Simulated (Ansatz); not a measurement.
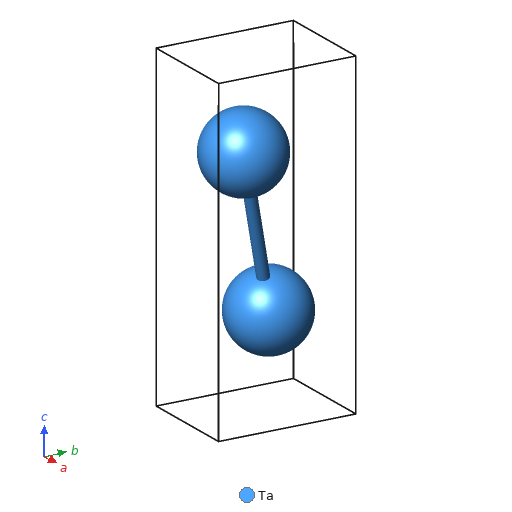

System: Ta, space group P6_3/mmc (No. 194). The picture shows the conventional cell.

The given structure:
```
CELL_PARAMETERS angstrom
2.90037 0.00000 0.00000
-1.45019 2.51180 0.00000
0.00000 0.00000 5.16627
ATOMIC_POSITIONS crystal
Ta 0.33333 0.66667 0.25000
Ta 0.66667 0.33333 0.75000
```

Method: all-electron LAPW DFT, no spin polarisation; energies at scaled volumes of the given cell, shape and fractions fixed, counted from the fit's minimum, third-order Birch-Murnaghan fit (Ansatz 0.2.0). Level: PBEsol.

```
         setting                                   value
          k mesh                                 11×11×5
     occupations                             Fermi–Dirac
  smearing width                                 0.05 eV
      potentials  all electron LAPW, scalar relativistic
program settings              basis error eV/atom 0.0005
```

What does the calculation give for the energy and pressure against volume? The volume takes the values 17.69, 18.07, 18.44, 18.82, 19.19, 19.57, 19.95 Å³/atom.

A third-order Birch–Murnaghan fit gives V0 = 18.09 Å³/atom, B0 = 202 GPa and B′ = 3.9. The energy is 6 meV/atom at volume 17.69 Å³/atom and 102 meV/atom at 19.95 Å³/atom; the lowest computed point is at volume 18.07 Å³/atom (0 meV/atom), and no other minimum shows. The pressure falls from 4.78 GPa at volume 17.69 Å³/atom to −16.27 GPa at 19.95 Å³/atom, and changes sign near 18.10 Å³/atom.

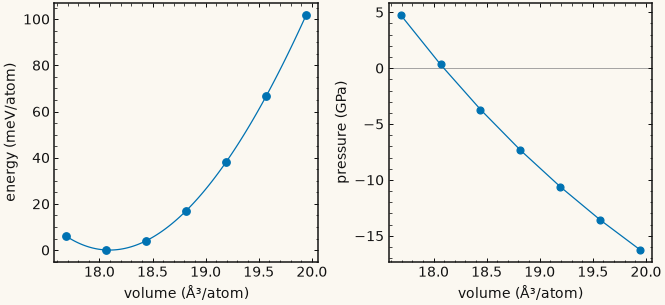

Note: shape and atomic fractions are frozen while scaling, which makes layered, chain and framework solids too stiff.
